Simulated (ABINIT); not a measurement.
Run report: La$_{2}$O$_{3}$, dielectric calculation (part 3 of 4)

La$_{2}$O$_{3}$ (5 atoms in the cell); Kohn-Sham DFT of a periodic cell, PBE, PseudoDojo NC SR PBE v0.4.1 standard, no spin polarisation (ABINIT 10.8.3); cutoff 1687.11 eV, 4×4×4 k-mesh, fixed occupations. The structure derives from a Materials Project entry.

Geometry of the input (Å; fractional positions):
```
3.9308  0.0000  0.0000
-1.9654  3.4042  0.0000
0.0000  0.0000  6.1120
La 0.3333  0.6667  0.2462
La 0.6667  0.3333  0.7538
O  0.0000  0.0000  0.0000
O  0.3333  0.6667  0.6459
O  0.6667  0.3333  0.3541
```

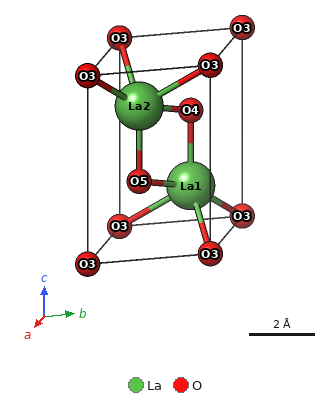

*The input geometry (ball-and-stick view of the cell of the calculation, seen slightly off an axis; atoms are numbered from 1 in the order of the input). An atom can appear more than once, as a periodic image.*

**What the program printed, continued**
```
     iter   2DEtotal(Ha)        deltaE(Ha) residm    vres2
-ETOT  1  -12.596156977179     -1.260E+01 7.274E-02 0.000E+00
 ETOT  2  -12.700361745903     -1.042E-01 3.758E-03 0.000E+00
 ETOT  3  -12.725587663269     -2.523E-02 2.104E-03 0.000E+00
 ETOT  4  -12.733235314689     -7.648E-03 3.924E-04 0.000E+00
 ETOT  5  -12.735767633260     -2.532E-03 3.073E-04 0.000E+00
 ETOT  6  -12.736654295728     -8.867E-04 5.970E-05 0.000E+00
 ETOT  7  -12.736973392764     -3.191E-04 4.862E-05 0.000E+00
 ETOT  8  -12.737091066313     -1.177E-04 1.016E-05 0.000E+00
 ETOT  9  -12.737135101222     -4.403E-05 8.303E-06 0.000E+00
 ETOT 10  -12.737151800448     -1.670E-05 1.741E-06 0.000E+00
 ETOT 11  -12.737158190498     -6.390E-06 1.414E-06 0.000E+00
 ETOT 12  -12.737160657511     -2.467E-06 2.978E-07 0.000E+00
 ETOT 13  -12.737161616160     -9.586E-07 2.411E-07 0.000E+00
 ETOT 14  -12.737161991142     -3.750E-07 5.100E-08 0.000E+00
 ETOT 15  -12.737162138565     -1.474E-07 4.126E-08 0.000E+00
 ETOT 16  -12.737162196829     -5.826E-08 8.766E-09 0.000E+00
 ETOT 17  -12.737162219951     -2.312E-08 7.085E-09 0.000E+00
 ETOT 18  -12.737162229168     -9.217E-09 1.514E-09 0.000E+00
 ETOT 19  -12.737162232854     -3.687E-09 1.221E-09 0.000E+00
 ETOT 20  -12.737162234335     -1.480E-09 2.625E-10 0.000E+00
 ETOT 21  -12.737162234931     -5.961E-10 2.109E-10 0.000E+00
 ETOT 22  -12.737162235172     -2.409E-10 4.572E-11 0.000E+00
 ETOT 23  -12.737162235269     -9.761E-11 3.649E-11 0.000E+00
 ETOT 24  -12.737162235309     -3.966E-11 7.992E-12 0.000E+00
 ETOT 25  -12.737162235325     -1.613E-11 6.321E-12 0.000E+00
 ETOT 26  -12.737162235332     -6.601E-12 1.401E-12 0.000E+00
 ETOT 27  -12.737162235334     -2.698E-12 1.096E-12 0.000E+00
 ETOT 28  -12.737162235335     -1.126E-12 2.464E-13 0.000E+00
 ETOT 29  -12.737162235336     -4.459E-13 1.900E-13 0.000E+00
 ETOT 30  -12.737162235336     -1.847E-13 4.343E-14 0.000E+00
 ETOT 31  -12.737162235336     -7.283E-14 3.294E-14 0.000E+00
 ETOT 32  -12.737162235336     -4.263E-14 7.677E-15 0.000E+00
 ETOT 33  -12.737162235336     -5.329E-15 5.711E-15 0.000E+00
 ETOT 34  -12.737162235336     -7.105E-15 1.361E-15 0.000E+00
 ETOT 35  -12.737162235336      3.553E-15 9.903E-16 0.000E+00
 ETOT 36  -12.737162235336     -2.132E-14 2.420E-16 0.000E+00
 ETOT 37  -12.737162235336      3.197E-14 1.718E-16 0.000E+00
 ETOT 38  -12.737162235336     -3.197E-14 4.319E-17 0.000E+00
 ETOT 39  -12.737162235336      1.066E-14 2.983E-17 0.000E+00
 ETOT 40  -12.737162235336      1.776E-15 7.737E-18 0.000E+00
 ETOT 41  -12.737162235336     -5.329E-15 5.188E-18 0.000E+00
 ETOT 42  -12.737162235336     -1.776E-15 1.392E-18 0.000E+00
 ETOT 43  -12.737162235336      7.105E-15 9.973E-19 0.000E+00

 At SCF step   43   max residual=  9.97E-19 < tolwfr=  1.00E-18 =>converged.
================================================================================

 ----iterations are completed or convergence reached----

 Mean square residual over all n,k,spin=   70.641E-20; max=  99.731E-20
 dfpt_looppert : ek2=    2.3675104428E+01
          f-sum rule ratio=    9.9999941580E-01
 Expectation of eigenvalue derivatives (hartree) for nkpt=  32  k points:
  (in case of degenerate eigenvalues, averaged derivative)
 kpt#   1, nband= 20, wtk=  0.03125, kpt=  0.0000  0.0000  0.1250 (reduced coord)
   0.00512   -0.00550    0.01393    0.00049   -0.02656    0.00455    0.00455   -0.00471
  -0.00471    0.01828   -0.00119   -0.03866   -0.03866   -0.06208    0.03668    0.03668
   0.06439    0.00702    0.00702   -0.04751
 prteigrs : prtvol=0 or 1, do not print more k-points.

 2DEtotal=   -0.1273716224E+02 Ha. Also 2DEtotal=   -0.346595841263E+03 eV
    (  non-var. 2DEtotal :   -1.2737162233E+01 Ha)
================================================================================

 ---- first-order wavefunction calculations are completed ----

 Total localisation tensor (bohr^2) in cartesian coordinates
  WARNING : still subject to testing - especially symmetries.
      direction              matrix element
   alpha     beta       real part   imaginary part
     1        1       1.4217912175   -0.0000000000
     1        2      -0.4925229253    0.0000000000
     1        3       0.0000000000    0.0000000000
     2        1      -0.4925229253    0.0000000000
     2        2       0.8530747305   -0.0000000000
     2        3       0.0000000000    0.0000000000
     3        1       0.0000000000    0.0000000000
     3        2       0.0000000000    0.0000000000
     3        3       0.8399128041   -0.0000000000

 respfn : d/dk was computed, but no 2DTE, so no DDB output.

================================================================================
== DATASET  3 ==================================================================

--- !DatasetInfo
iteration_state: {dtset: 3, }
dimensions: {natom: 5, nkpt: 32, mband: 20, nsppol: 1, nspinor: 1, nspden: 1, mpw: 12923, }
cutoff_energies: {ecut:  62.0, pawecutdg:  -1.0, }
electrons: {nelect:   4.00000000E+01, charge:   0.00000000E+00, occopt:   1.00000000E+00, tsmear:   1.00000000E-02, }
meta: {optdriver: 1, rfelfd: 3, }
...

 mkfilename : getwfk/=0, take file _WFK from output of DATASET   1.

 mkfilename : getddk/=0, take file _1WF from output of DATASET   2.

 Exchange-correlation functional for the present dataset will be:
  GGA: Perdew-Burke-Ernzerhof functional - ixc=11
  J.P.Perdew, K.Burke, M.Ernzerhof, PRL 77, 3865 (1996)

 Real(R)+Recip(G) space primitive vectors, cartesian coordinates (Bohr,Bohr^-1):
 R(1)=  7.4280937  0.0000000  0.0000000  G(1)=  0.1346240  0.0777252  0.0000000
 R(2)= -3.7140468  6.4329178  0.0000000  G(2)=  0.0000000  0.1554505  0.0000000
 R(3)=  0.0000000  0.0000000 11.5499182  G(3)=  0.0000000  0.0000000  0.0865807
 Unit cell volume ucvol=  5.5190494E+02 bohr^3
 Angles (23,13,12)=  9.00000000E+01  9.00000000E+01  1.20000000E+02 degrees
 setup1 : take into account q-point for computing boxcut.

 getcut: wavevector=  0.0000  0.0000  0.0000  ngfft=  54  54  90
         ecut(hartree)=     62.000   => boxcut(ratio)=   2.05142
--------------------------------------------------------------------------------

 ==>  initialize data related to q vector <==

 The list of irreducible perturbations for this q vector is:
    1)    idir= 1    ipert=   7
    2)    idir= 3    ipert=   7

================================================================================

 The perturbation idir=   2  ipert=   7 is
 symmetric of a previously calculated perturbation.
 So, its SCF calculation is not needed.

--------------------------------------------------------------------------------
 Perturbation wavevector (in red.coord.)   0.000000  0.000000  0.000000
 Perturbation : homogeneous electric field along direction   1
 The set of symmetries contains only one element for this perturbation.
 symkpt : not enough symmetry to change the number of k points.

--------------------------------------------------------------------------------

--------------------------------------------------------------------------------

 Initialisation of the first-order wave-functions :
  ireadwf=   0

--- !BeginCycle
iteration_state: {dtset: 3, }
solver: {iscf: 7, nstep: 80, nline: 4, wfoptalg: 0, }
tolerances: {tolvrs: 1.00E-09, }
...

     iter   2DEtotal(Ha)        deltaE(Ha) residm    vres2
-ETOT  1  -143.93379032405     -1.439E+02 9.789E-01 3.843E+04
 ETOT  2  -155.45374752902     -1.152E+01 4.910E-01 4.797E+03
 ETOT  3  -158.70665252852     -3.253E+00 9.443E-02 3.417E+02
 ETOT  4  -159.45043295017     -7.438E-01 3.861E-02 2.863E+02
 ETOT  5  -159.75455306344     -3.041E-01 1.575E-02 6.376E+01
 ETOT  6  -159.84798444997     -9.343E-02 5.323E-03 2.412E+01
 ETOT  7  -159.87865254272     -3.067E-02 2.560E-03 3.047E+01
 ETOT  8  -159.89546505251     -1.681E-02 8.264E-04 1.699E-01
 ETOT  9  -159.89837553395     -2.910E-03 4.250E-04 6.600E+00
 ETOT 10  -159.90113450761     -2.759E-03 1.328E-04 3.636E-01
 ETOT 11  -159.90126121101     -1.267E-04 7.178E-05 2.748E+00
 ETOT 12  -159.90186577358     -6.046E-04 2.194E-05 7.658E-01
 ETOT 13  -159.90189049150     -2.472E-05 1.226E-05 1.010E+00
 ETOT 14  -159.90199188151     -1.014E-04 3.649E-06 6.487E-01
 ETOT 15  -159.90201628707     -2.441E-05 2.113E-06 5.518E-01
 ETOT 16  -159.90204349703     -2.721E-05 6.030E-07 4.159E-01
 ETOT 17  -159.90209280000     -4.930E-05 3.873E-07 1.018E-01
 ETOT 18  -159.90207752490      1.528E-05 1.674E-07 2.096E-01
 ETOT 19  -159.90210808948     -3.056E-05 7.557E-08 1.205E-02
 ETOT 20  -159.90210846614     -3.767E-07 8.264E-08 1.312E-02
 ETOT 21  -159.90211009177     -1.626E-06 7.394E-09 2.428E-03
 ETOT 22  -159.90211046331     -3.715E-07 2.482E-09 1.129E-04
 ETOT 23  -159.90211044688      1.643E-08 1.535E-09 2.750E-04
 ETOT 24  -159.90211050180     -5.492E-08 3.401E-10 4.121E-06
 ETOT 25  -159.90211050569     -3.891E-09 3.822E-10 6.150E-06
 ETOT 26  -159.90211050720     -1.503E-09 3.969E-11 2.981E-06
 ETOT 27  -159.90211050743     -2.325E-10 3.360E-11 3.008E-06
 ETOT 28  -159.90211050771     -2.865E-10 7.099E-12 1.246E-06
 ETOT 29  -159.90211050790     -1.839E-10 3.896E-12 3.382E-07
 ETOT 30  -159.90211050793     -2.970E-11 1.640E-12 1.842E-07
 ETOT 31  -159.90211050794     -7.930E-12 5.818E-13 1.578E-07
 ETOT 32  -159.90211050795     -1.052E-11 3.108E-13 7.753E-08
 ETOT 33  -159.90211050795     -3.979E-12 1.074E-13 6.887E-08
 ETOT 34  -159.90211050796     -7.731E-12 5.386E-14 1.963E-09
 ETOT 35  -159.90211050796     -5.684E-13 4.076E-14 1.830E-10

 At SCF step   35       vres2   =  1.83E-10 < tolvrs=  1.00E-09 =>converged.
-open ddk wf file :runo_DS2_1WF16
-open ddk wf file :runo_DS2_1WF17
-open ddk wf file :runo_DS2_1WF18
================================================================================

 ----iterations are completed or convergence reached----

 Mean square residual over all n,k,spin=   31.838E-16; max=  40.762E-15

 2DEtotal=   -0.1599021105E+03 Ha. Also 2DEtotal=   -0.435115809058E+04 eV
    (  non-var. 2DEtotal :   -1.5990210976E+02 Ha)

--------------------------------------------------------------------------------
 Perturbation wavevector (in red.coord.)   0.000000  0.000000  0.000000
 Perturbation : homogeneous electric field along direction   3
 The set of symmetries contains only one element for this perturbation.
 symkpt : not enough symmetry to change the number of k points.

--------------------------------------------------------------------------------

--------------------------------------------------------------------------------

 Initialisation of the first-order wave-functions :
  ireadwf=   0

--- !BeginCycle
iteration_state: {dtset: 3, }
solver: {iscf: 7, nstep: 80, nline: 4, wfoptalg: 0, }
tolerances: {tolvrs: 1.00E-09, }
...

     iter   2DEtotal(Ha)        deltaE(Ha) residm    vres2
-ETOT  1  -43.133967134288     -4.313E+01 3.303E-01 1.498E+04
 ETOT  2  -46.765446986412     -3.631E+00 1.851E-01 1.824E+03
 ETOT  3  -47.658357467977     -8.929E-01 2.958E-02 6.471E+02
 ETOT  4  -47.826398880294     -1.680E-01 1.703E-02 8.217E+02
 ETOT  5  -48.051527933526     -2.251E-01 4.812E-03 6.706E+01
 ETOT  6  -48.085982160617     -3.445E-02 2.441E-03 5.232E+01
 ETOT  7  -48.106272140620     -2.029E-02 7.554E-04 1.474E+01
 ETOT  8  -48.113154059176     -6.882E-03 3.792E-04 2.436E+00
 ETOT  9  -48.114943415296     -1.789E-03 1.245E-04 2.803E+00
 ETOT 10  -48.116091698205     -1.148E-03 5.976E-05 2.140E-01
 ETOT 11  -48.116362686625     -2.710E-04 2.223E-05 2.481E-01
 ETOT 12  -48.116507097517     -1.444E-04 9.469E-06 3.506E-02
 ETOT 13  -48.116552849605     -4.575E-05 3.927E-06 1.300E-02
 ETOT 14  -48.116568930587     -1.608E-05 1.555E-06 1.028E-02
 ETOT 15  -48.116576285681     -7.355E-06 6.723E-07 2.651E-03
 ETOT 16  -48.116578913884     -2.628E-06 2.580E-07 1.922E-03
 ETOT 17  -48.116580284708     -1.371E-06 1.204E-07 1.070E-04
 ETOT 18  -48.116580640996     -3.563E-07 4.578E-08 3.656E-04
 ETOT 19  -48.116580879943     -2.389E-07 2.141E-08 4.998E-05
 ETOT 20  -48.116580901653     -2.171E-08 7.953E-09 2.581E-04
 ETOT 21  -48.116580969061     -6.741E-08 3.682E-09 4.713E-05
 ETOT 22  -48.116580925990      4.307E-08 1.376E-09 3.416E-04
 ETOT 23  -48.116580967603     -4.161E-08 7.147E-10 1.352E-04
 ETOT 24  -48.116580976395     -8.792E-09 3.359E-10 9.454E-05
 ETOT 25  -48.116580990283     -1.389E-08 1.059E-10 1.393E-05
 ETOT 26  -48.116580992651     -2.368E-09 9.243E-11 7.343E-07
 ETOT 27  -48.116580992911     -2.606E-10 1.555E-11 4.509E-07
 ETOT 28  -48.116580992969     -5.723E-11 8.986E-12 2.194E-07
 ETOT 29  -48.116580993017     -4.871E-11 2.121E-12 3.133E-08
 ETOT 30  -48.116580993024     -6.501E-12 1.188E-12 3.252E-08
 ETOT 31  -48.116580993030     -5.819E-12 3.316E-13 1.831E-09
 ETOT 32  -48.116580993030     -5.329E-13 1.850E-13 5.893E-09
 ETOT 33  -48.116580993031     -1.123E-12 5.433E-14 2.294E-09
 ETOT 34  -48.116580993031     -7.816E-14 2.498E-14 1.203E-09
 ETOT 35  -48.116580993031     -1.208E-13 9.243E-15 1.162E-10

 At SCF step   35       vres2   =  1.16E-10 < tolvrs=  1.00E-09 =>converged.
-open ddk wf file :runo_DS2_1WF16
-open ddk wf file :runo_DS2_1WF17
-open ddk wf file :runo_DS2_1WF18
================================================================================

 ----iterations are completed or convergence reached----

 Mean square residual over all n,k,spin=   55.906E-17; max=  92.434E-16

 2DEtotal=   -0.4811658099E+02 Ha. Also 2DEtotal=   -0.130931887024E+04 eV
    (  non-var. 2DEtotal :   -4.8116580684E+01 Ha)
================================================================================

 ---- first-order wavefunction calculations are completed ----

 ==> Compute Derivative Database <==
 The violation of the charge neutrality conditions
 by the effective charges is as follows :
    atom        electric field
 displacement     direction
       1               1       -0.019860        0.000000
       1               2        0.000000        0.000000
       1               3        0.000000        0.000000
       2               1        0.000000        0.000000
       2               2       -0.019860        0.000000
       2               3        0.000000        0.000000
       3               1        0.000000        0.000000
       3               2        0.000000        0.000000
       3               3        0.000030        0.000000

 Effective charge tensors after
 imposition of the charge neutrality (if requested by user),
 and eventual restriction to some part :
   atom    displacement
         1         1    4.222064E+00    0.000000E+00    0.000000E+00
         1         2   -1.930558E-16    4.222064E+00    0.000000E+00
         1         3    0.000000E+00    0.000000E+00    3.838117E+00
         2         1    4.222064E+00    0.000000E+00    0.000000E+00
         2         2   -1.930558E-16    4.222064E+00    0.000000E+00
         2         3    0.000000E+00    0.000000E+00    3.838117E+00
         3         1   -2.718402E+00    0.000000E+00    0.000000E+00
         3         2   -2.328417E-16   -2.718402E+00    0.000000E+00
         3         3    0.000000E+00    0.000000E+00   -2.584907E+00
         4         1   -2.862863E+00    0.000000E+00    0.000000E+00
         4         2    3.094766E-16   -2.862863E+00    0.000000E+00
         4         3    0.000000E+00    0.000000E+00   -2.545663E+00
         5         1   -2.862863E+00    0.000000E+00    0.000000E+00
         5         2    3.094766E-16   -2.862863E+00    0.000000E+00
         5         3    0.000000E+00    0.000000E+00   -2.545663E+00
 Now, the imaginary part of the dynamical matrix is zeroed

  Dielectric tensor, in cartesian coordinates,
     j1       j2             matrix element
  dir pert dir pert     real part    imaginary part

   1    7   1    7         4.8164189418        -0.0000000000

   2    7   2    7         4.8164189419        -0.0000000000

   3    7   3    7         4.7020171140        -0.0000000000

  Effective charges, in cartesian coordinates,
  (from electric field response)
   if specified in the inputs, charge neutrality has been imposed
     j1       j2             matrix element
  dir pert dir pert     real part    imaginary part

   1    1   1    7         4.2220642339         0.0000000000
   1    2   1    7         4.2220642339         0.0000000000
   1    3   1    7        -2.7184021620         0.0000000000
   1    4   1    7        -2.8628631527         0.0000000000
   1    5   1    7        -2.8628631527         0.0000000000

   2    1   2    7         4.2220642339         0.0000000000
   2    2   2    7         4.2220642339         0.0000000000
   2    3   2    7        -2.7184021620         0.0000000000
   2    4   2    7        -2.8628631527         0.0000000000
   2    5   2    7        -2.8628631527         0.0000000000

   3    1   3    7         3.8381170324         0.0000000000
   3    2   3    7         3.8381170324         0.0000000000
   3    3   3    7        -2.5849073448         0.0000000000
   3    4   3    7        -2.5456633600         0.0000000000
   3    5   3    7        -2.5456633600         0.0000000000

== END DATASET(S) ==============================================================
================================================================================

 -outvars: echo values of variables after computation  --------
            acell      7.4280936512E+00  7.4280936512E+00  1.1549918247E+01 Bohr
           etotal1    -1.2021210482E+02
           etotal2    -1.2737162235E+01
           etotal3    -4.8116580993E+01
            fcart1     5.7999165861E-29  5.3577334435E-28  1.5809646546E-04
                      -2.3199666344E-28 -3.0137250620E-28 -1.5809646546E-04
                      -5.2199249275E-28  3.3485834022E-29 -5.4210108624E-21
                       5.7999165861E-29 -3.0137250620E-28  1.6845764409E-04
                       6.3799082447E-28  3.3485834022E-29 -1.6845764409E-04
            fcart3     0.0000000000E+00  0.0000000000E+00  0.0000000000E+00
                       0.0000000000E+00  0.0000000000E+00  0.0000000000E+00
                       0.0000000000E+00  0.0000000000E+00  0.0000000000E+00
                       0.0000000000E+00  0.0000000000E+00  0.0000000000E+00
                       0.0000000000E+00  0.0000000000E+00  0.0000000000E+00
            rprim      1.0000000000E+00  0.0000000000E+00  0.0000000000E+00
                      -5.0000000000E-01  8.6602540380E-01  0.0000000000E+00
                       0.0000000000E+00  0.0000000000E+00  1.0000000000E+00
           strten1    -4.6675248539E-05 -4.6675248906E-05 -5.8745713558E-05
                       0.0000000000E+00  0.0000000000E+00  0.0000000000E+00
           strten3     0.0000000000E+00  0.0000000000E+00  0.0000000000E+00
                       0.0000000000E+00  0.0000000000E+00  0.0000000000E+00
           xangst      6.7134040394E-17  2.2694356660E+00  1.5049810311E+00
                       1.9653889390E+00  1.1347178330E+00  4.6069724889E+00
                       0.0000000000E+00  0.0000000000E+00  0.0000000000E+00
                       6.7134040394E-17  2.2694356660E+00  3.9476536318E+00
                       1.9653889390E+00  1.1347178330E+00  2.1642998882E+00
             xred      3.3333333333E-01  6.6666666667E-01  2.4623568000E-01
                       6.6666666667E-01  3.3333333333E-01  7.5376432000E-01
                       0.0000000000E+00  0.0000000000E+00  0.0000000000E+00
                       3.3333333333E-01  6.6666666667E-01  6.4589065000E-01
                       6.6666666667E-01  3.3333333333E-01  3.5410935000E-01
 Calculation completed.
```

This output came from the following input.
